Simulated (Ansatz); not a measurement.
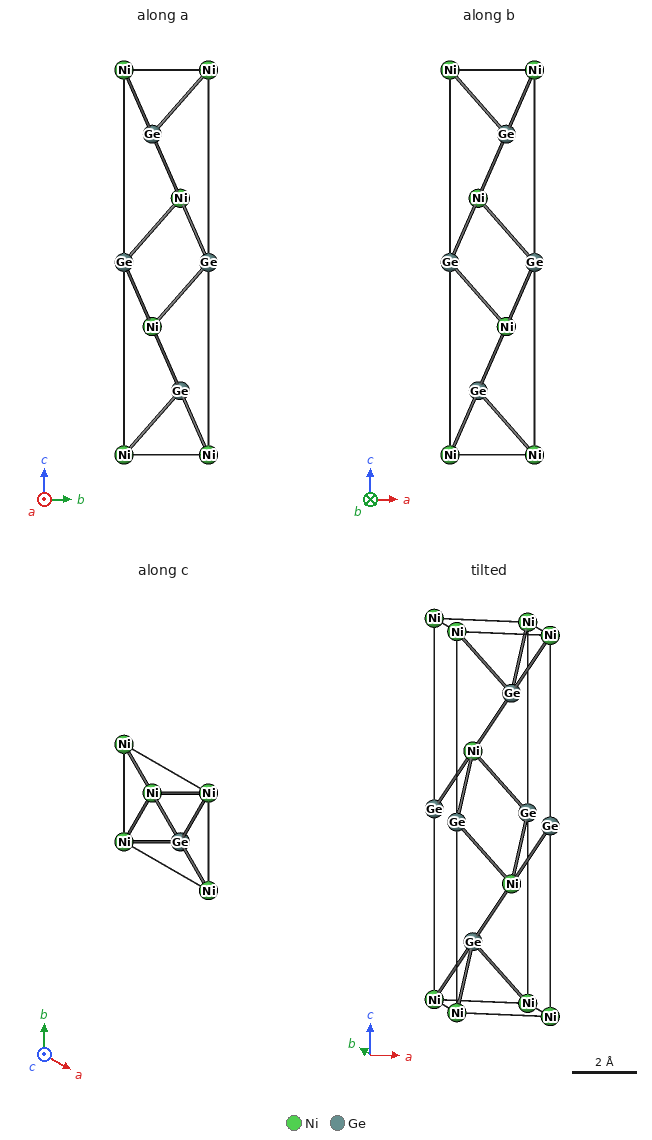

The structure above is drawn in ball-and-stick style and viewed along the a axis, along the b axis, along the c axis and slightly off an axis. Atoms at the boundary of the conventional unit cell (the box) are drawn once for each face, edge or corner they touch.

Lattice parameters: a = 3.0905 Å, b = 3.0905 Å, c = 12.1984 Å, α = 90.000°, β = 90.000°, γ = 120.000°.

> From the views, write a CIF in P1 with every atom of the cell.

```cif
data_structure
_symmetry_space_group_name_H-M 'P 1'
_symmetry_Int_Tables_number 1
_cell_length_a 3.0905
_cell_length_b 3.0905
_cell_length_c 12.1984
_cell_angle_alpha 90.000
_cell_angle_beta 90.000
_cell_angle_gamma 120.000
_cell_volume 100.90
loop_
_atom_site_label
_atom_site_type_symbol
_atom_site_fract_x
_atom_site_fract_y
_atom_site_fract_z
_atom_site_occupancy
Ni1 Ni 0.0000 0.0000 0.0000 1
Ge1 Ge 0.3333 0.6667 0.1667 1
Ni2 Ni 0.6667 0.3333 0.3333 1
Ge2 Ge 0.0000 0.0000 0.5000 1
Ni3 Ni 0.3333 0.6667 0.6667 1
Ge3 Ge 0.6667 0.3333 0.8333 1
```

The initial geometry was a structure type filled with these elements by a generator (whether the compound takes this form wasn't checked). Earlier steps of the study, as a rule a relaxation of our own, may have changed the cell and positions, so they can lie some per cent off the listed ones. It was set up as input for a calculation with Ansatz.
